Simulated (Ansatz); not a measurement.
System: CdS.

The calculation's input:

```
crystal:
  lattice:
    - [0.0, 2.8969255847, 2.8969255847]
    - [2.8969255847, 0.0, 2.8969255847]
    - [2.8969255847, 2.8969255847, 0.0]
  atoms:
    - { symbol: Cd, position: [0.0, 0.0, 0.0] }
    - { symbol: S, position: [0.75, 0.75, 0.75] }
hamiltonian:
  xc:
    exchange: r2scan
    correlation: r2scan
    exx: { coeff: inverse_dielectric }
  pseudopotentials: { kind: paw }
kpoints:
  mp_grid: { grid: [4, 4, 4] }
scf:
  occupations: { method: fermi_dirac, width: 0.05 }
output:
  forces: true
  stress: true
  eigenvalues: true
  write_density: true
  write_potential: true
  elf: true
  volumetric_format: npy
```

Command:

```sh
ansatz run input.yaml --threads 2 --pin off --max-ram 5632MiB --backend cpu --events-out ev --progress --plain --runs-dir out
```

Below, planes, directions and counts refer to the conventional cell (a = 5.79 Å, b = 5.79 Å, c = 5.79 Å, α = 90.00°, β = 90.00°, γ = 90.00°).

Space group F-43m; computed pressure about 3 GPa in this cell.

Method: Kohn-Sham DFT of a periodic cell, r2SCAN-EpsX, Ansatz PAW in Ansatz 0.2.0.

**What can the converged valence pseudo-density and electron localisation function tell about the bonding?**

Cd–S (2.51 Å): ρ at the midpoint is about 0.43 e/Å³; the ELF peaks at about 0.90 in the valence shell of S, 0.8 Å from its nucleus, and is about 0.30 at the midpoint.

**Does the calculation give a band gap?**

It is gapped, with a Kohn–Sham gap of 2.7 eV on the k-point mesh, an upper bound to the gap of this method.

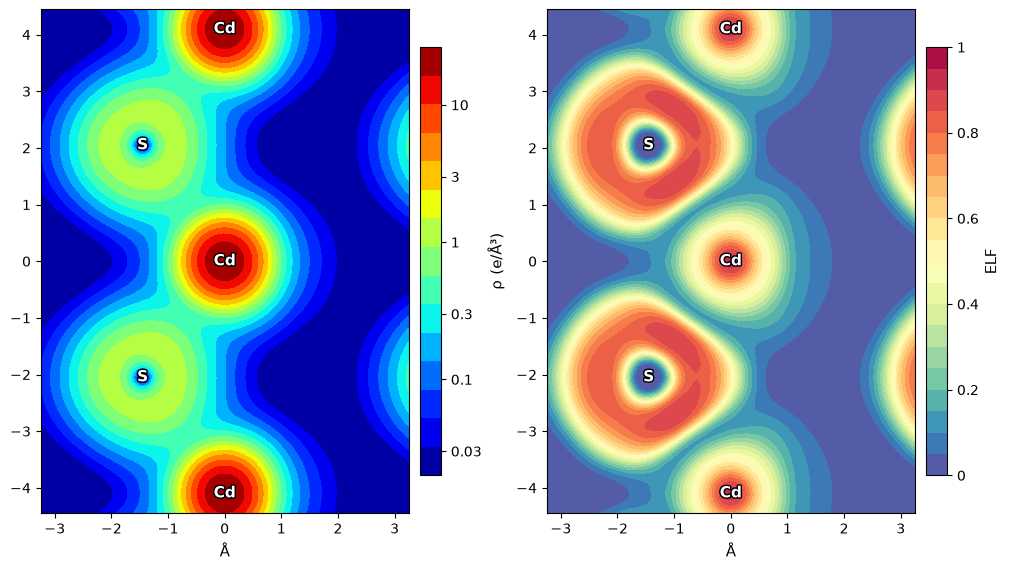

Computed valence pseudo-density and electron localisation function on the (011) plane of the conventional cell, in this order. 
